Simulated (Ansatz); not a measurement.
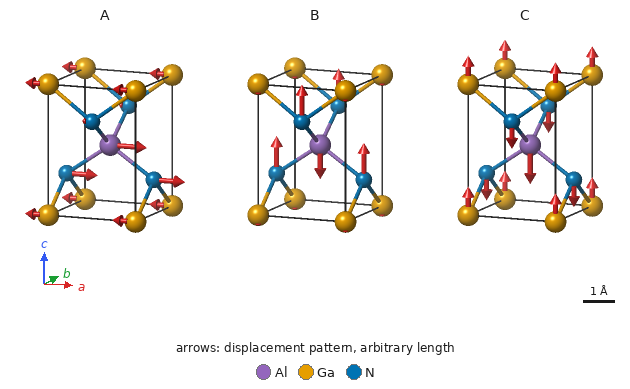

Three optical modes of a crystal of AlGaN2 relaxed at 3 GPa at the zone centre, in no order (one member of each degenerate set). The red arrows are the displacements of the atoms (eigenvector over the root of the mass), of arbitrary overall length and sign. A ball-and-stick model of the cell of the calculation, seen slightly off an axis.

All numbers below come from DFT LDA, scalar-relativistic, plane waves, PAW (Ansatz 0.2.0). Settings: plane-wave cutoff 420 eV; k-point mesh 8 × 8 × 6; occupations fixed; target pressure 3 GPa; no spin polarisation.

Frequencies are those without the non-analytic (LO–TO) term.

Order them from the lowest to the highest frequency (imaginary ones first).

A (259 cm⁻¹), C (451 cm⁻¹), B (642 cm⁻¹). A, E: All motion is along a; it mainly bends the Al–N, Ga–N bonds; the kinetic energy is shared as Al 46 %, Ga 35 %, N 19 %. C, B₂: The Al and N sublattices move against the Ga sublattice, along c; the kinetic energy is shared as Ga 43 %, Al 39 %, N 18 %. B, B₂: The N sublattice moves against the Al and Ga sublattices, along c; the kinetic energy is shared as N 59 %, Al 40 %, Ga 1 %.
